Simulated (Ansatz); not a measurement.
## A series of single points on ZnO

System: ZnO (P6₃mc, 4 atoms in the cell).
Method: Kohn-Sham DFT of a periodic cell, PBE, Ansatz PAW, no spin polarisation (Ansatz 0.2.0).

The 5 runs differ only in the geometry, by an even scaling of the cell at fixed fractional positions. The structure derives from an entry of the Crystallography Open Database.

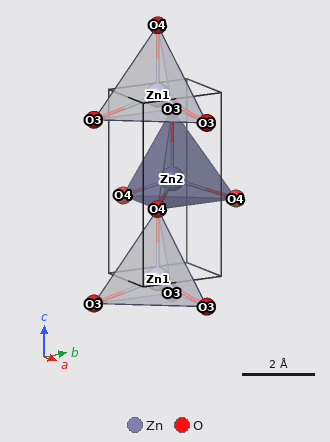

Figure 1. The structure of run 3 (polyhedral view of the cell of the calculation, seen slightly off an axis; polyhedra are completed across the faces of the cell; atoms are numbered from 1 in the order of the input).

### Input of run 3
```yaml
crystal:
  lattice:
    - [3.249308, 0.0, 0.0]
    - [-1.624654, 2.8139832727, 0.0]
    - [0.0, 0.0, 5.205709]
  atoms:
    - { symbol: Zn, position: [0.6666666667, 0.3333333333, 0.0] }
    - { symbol: Zn, position: [0.3333333333, 0.6666666667, 0.5] }
    - { symbol: O, position: [0.3333333333, 0.6666666667, 0.87901] }
    - { symbol: O, position: [0.6666666667, 0.3333333333, 0.37901] }
hamiltonian:
  xc: pbe
  pseudopotentials: { kind: paw }
kpoints:
  mp_grid: { grid: [9, 9, 5] }
scf:
  occupations: { method: fermi_dirac, width: 0.05 }
output:
  forces: true
  stress: true
  eigenvalues: true
```

Command:
```bash
ansatz run input.yaml --threads 2 --pin off --max-ram 5120MiB --backend cpu --events-out ev --progress --plain --runs-dir out
```

Lattice vectors (Å) and fractional positions of run 3:
```
   3.249308    0.000000    0.000000
  -1.624654    2.813983    0.000000
   0.000000    0.000000    5.205709
Zn  0.666667  0.333333  0.000000
Zn  0.333333  0.666667  0.500000
O   0.333333  0.666667  0.879010
O   0.666667  0.333333  0.379010
```

Run 2 differs from it as follows:
```diff
-    - [3.249308, 0.0, 0.0]
-    - [-1.624654, 2.8139832727, 0.0]
-    - [0.0, 0.0, 5.205709]
+    - [3.2053930491, 0.0, 0.0]
+    - [-1.6026965246, 2.7759518096, 0.0]
+    - [0.0, 0.0, 5.1353529565]
```

### Results, with one run withheld

```csv
run,volume per atom (Å³),"free energy per atom, from the lowest run given (meV)",pressure (GPa),gap on the mesh (eV)
1,11.186,49.41,15.53,0.89
2,11.424,?,?,?
3,11.900,5.13,4.92,0.80
4,12.138,0.00,2.06,0.78
5,12.614,1.38,−2.82,0.72
```

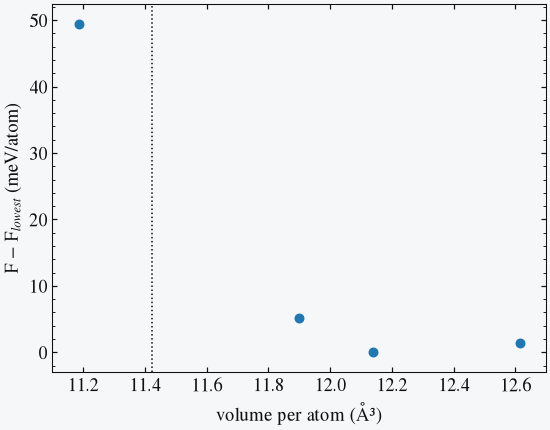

Figure 2. Free energy per atom of the runs given; the dotted line marks run 2.

Estimate the energy of run 2 from the others.

A quadratic polynomial in V^(−2/3) (the Birch–Murnaghan form), fitted to the 4 runs given, misses them by at most 0.03 meV per atom. With x = V^(−2/3) − 0.19142 Å⁻², it reads F = 3.9725 + 2593 x + 3.2239e+05 x² (meV per atom). At run 2 it gives 29.39 meV per atom, and the run itself gives 29.31. The slope of the fit gives a pressure −dF/dV of 11.58 GPa there, and the run prints 11.60 GPa. The fit has its minimum at 12.327 Å³ per atom, where V d²F/dV² gives 131 GPa. Cell shape and fractional positions are held, so this is the stiffness under even scaling; the relaxed bulk modulus wasn't computed. The gap on the mesh goes, without turning, from 0.89 eV in run 1 to 0.72 eV in run 5; run 2 has 0.86 eV. These are gaps of this functional on this mesh, which can miss the band edges; they aren't the measured gap.

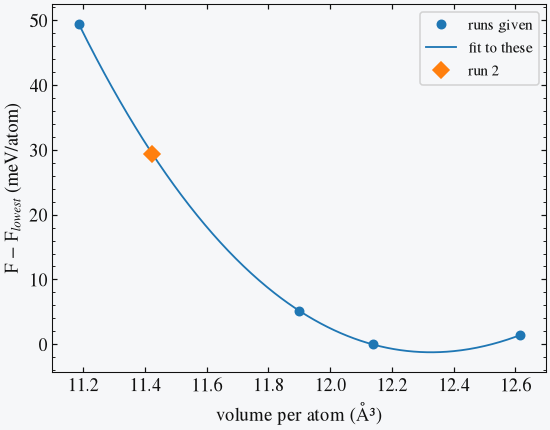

Figure 3. The fit and the withheld run.

### Output, shortened to warnings, some set-up lines, iterations and results (run 2)
```
Basis set: ecut = 420 eV, 905 PW (Γ), exchange–correlation on 48×48×72 points (8 copies of the dense FFT grid, shifted against one another)
Symmetry: 12 space group operations
k-points: 36 of 405 (time reversal used)
Initial density: superposition of atomic densities (neutral atoms: chi_scale 0, normalization atom), corrected by the library's trained network
[...]
SCF iter   1: F=—  HF=-7773.568540 eV  |F-HF|=—  |Δ(HF+E_count)|=         —  Δρ=8.00e-4  dr2=1.05e-4  ethr=1.77e-3  ⟨swp⟩=6.1  Hψ=3673  notcnv=0
SCF iter   2: F=—  HF=-7773.569439 eV  |F-HF|=—  |Δ(HF+E_count)|=   8.99e-4  Δρ=4.12e-4  dr2=2.57e-5  ethr=2.91e-7  ⟨swp⟩=2.5  Hψ=1874  notcnv=0
SCF iter   3: F=—  HF=-7773.569612 eV  |F-HF|=—  |Δ(HF+E_count)|=   1.73e-4  Δρ=2.28e-4  dr2=1.08e-5  ethr=7.14e-8  ⟨swp⟩=2.0  Hψ=1366  notcnv=0
SCF iter   4: F=—  HF=-7773.569651 eV  |F-HF|=—  |Δ(HF+E_count)|=   3.96e-5  Δρ=7.34e-5  dr2=1.77e-6  ethr=3.00e-8  ⟨swp⟩=2.0  Hψ=1421  notcnv=0
SCF iter   5: F=—  HF=-7773.569651 eV  |F-HF|=—  |Δ(HF+E_count)|=   5.52e-8  Δρ=2.35e-5  dr2=2.14e-7  ethr=4.91e-9  ⟨swp⟩=2.5  Hψ=1384  notcnv=0
SCF iter   6: F=-7773.569652 eV  HF=-7773.569652 eV  |F-HF|=3.10e-8  |Δ(HF+E_count)|=   3.37e-7  Δρ=1.17e-5  dr2=3.36e-8  ethr=2.78e-10  ⟨swp⟩=5.1  Hψ=3501  notcnv=0
SCF 1 converged in 6 iterations: F = -7773.569652 eV  dr2 = 3.36e-8
SCF converged after 6 iterations
Free energy (F): -7773.569652 eV
Harris-Foulkes:  -7773.569652 eV  (|F-HF|=3.10e-8)
Internal energy: -7773.569650 eV  (E = F + TS)
E sigma→0 (E₀):  -7773.569651 eV
Entropy (-TS):   -0.000002 eV (-0.000 meV/atom)
Fermi energy:    8.321953 eV
--- Per-component energies (eV) ---
  E_band       = 83.194295
  E_kinetic    = 614.326800
  E_local      = -3941.408170  (includes V_loc(G=0)·N_el)
  E_nonlocal   = 1335.656098
  E_hartree    = 1622.309856
  E_xc         = -420.949255
  E_vxc        = -291.217145  (∫ρ·V_xc dr)
  E_paw        = -3980.325915  (= ΣΔE_a)
  E_vpaw       = -878.792328  (= ΣTr[D̂ρ^β])
  E_aug_tail   = 0.004214  (compensation charges beyond the density's cutoff)
  E_ewald      = -3003.183278
  E_smearing   = -0.000002  (= −TS)
  E_closure    = 0.000000  (closes the sum)
  Σ components = -7773.569652   (vs F -7773.569652, Δ=0.00e0)
--- Forces (eV/Å), atoms counted from 1 ---
  atom   1  Zn     0.00000000     0.00000000    -0.08484510
  atom   2  Zn    -0.00000000     0.00000000    -0.08484510
  atom   3  O      0.00000000     0.00000000     0.08484083
  atom   4  O     -0.00000000    -0.00000000     0.08484083
  max |Σ_I F_I| component: 8.54e-6 eV/Å
--- Stress (GPa, compression-positive) ---
       10.959214      -0.000000       0.000000
        0.000000      10.959214       0.000000
        0.000000       0.000000      12.888119
  P = ⅓ Tr σ = 11.6022 GPa (116.022 kbar)
```
